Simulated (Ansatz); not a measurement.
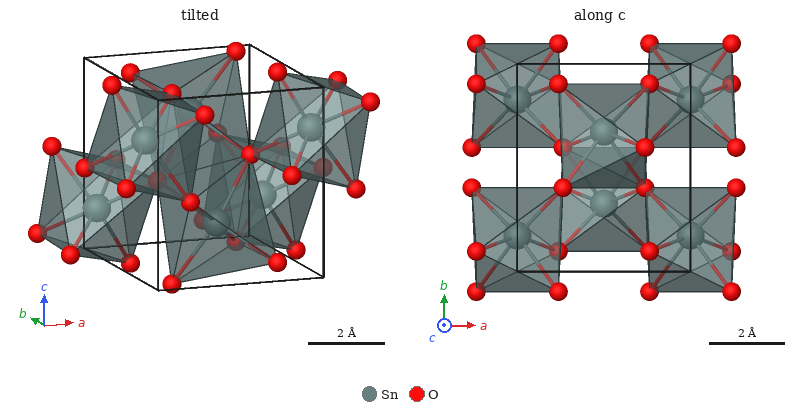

The image is a polyhedral drawing of a crystal, viewed slightly off an axis and along the c axis. Atoms at the boundary of the conventional unit cell (the box) are drawn once for each face, edge or corner they touch. Some neighbours outside the box are added.

SnO2, space group Pbcn (No. 60), a = 4.67 Å, b = 5.60 Å, c = 5.14 Å, α = 90.00°, β = 90.00°, γ = 90.00°.

Theory: DFT PBE, scalar-relativistic, plane waves, PAW (Ansatz). Numerical settings: wavefunction cutoff 420 eV, a 6×6×6 k-point mesh, Gaussian smearing of 0.02 eV, no spin polarisation.

**How large a gap does the method give, if there is one?**

A semiconductor at this level, with a gap of 1.97 eV.

**Which way would the volume go on relaxing?**

The computed pressure is 20.0 GPa (compressed: it would expand).

The model was built from a structure listed in the Materials Project. Earlier steps of the study may have refined or changed the cell and positions. It went into a calculation with Ansatz.

At this level of theory the cell isn't at rest (compressed, at 20 GPa), so its distances can differ from those at equilibrium, the more so the softer the solid.
